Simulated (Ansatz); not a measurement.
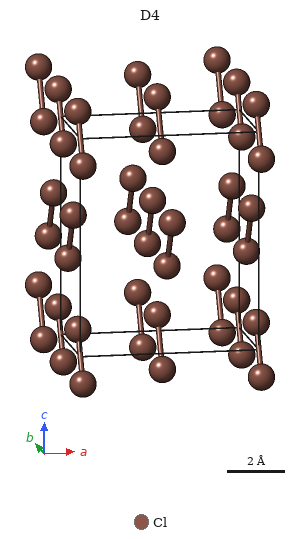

Solid Cl (set up in Cmce), relaxed (cell and atoms) with several dispersion corrections. The picture shows the result with D4. A ball-and-stick model of the conventional cell (2 times the calculation's cell), repeated 1 × 2 × 1 with one cell outlined, seen slightly off an axis. Lengths and directions refer to the drawn axes.

Computed with Ansatz 0.2.0: PBEsol, Ansatz PAW. Settings: plane-wave cutoff 420 eV; k-point mesh 7 × 7 × 4; occupations fermi-dirac; smearing width 0.05 eV; no spin polarisation; cell and atoms relaxed; force threshold 0.01 eV/Å.

```json
{"dispersion correction": "D4", "volume (Å³/atom)": "24.360", "a (Å)": "6.444", "b (Å)": "3.822", "c (Å)": "7.913"}
{"dispersion correction": "D3(BJ)-ATM", "volume (Å³/atom)": "?", "a (Å)": "?", "b (Å)": "?", "c (Å)": "?"}
{"dispersion correction": "none", "volume (Å³/atom)": "26.835", "a (Å)": "6.906", "b (Å)": "3.884", "c (Å)": "8.005"}
{"dispersion correction": "D3(BJ)", "volume (Å³/atom)": "23.791", "a (Å)": "6.343", "b (Å)": "3.809", "c (Å)": "7.878"}
```

Fill in the missing row.

With D3(BJ)-ATM the volume falls between D3(BJ) (23.791) and D4 (24.360). The calculation gives 24.083 Å³/atom (a = 6.394 Å, b = 3.816 Å, c = 7.895 Å). In order of volume: D3(BJ) < D3(BJ)-ATM < D4 < none; the spread is 12.8 %.

Each member starts from this one structure; whether another phase lies lower wasn't checked.

Limits of the set-up: layers or molecules are held without a dispersion correction, so their spacing is unreliable.
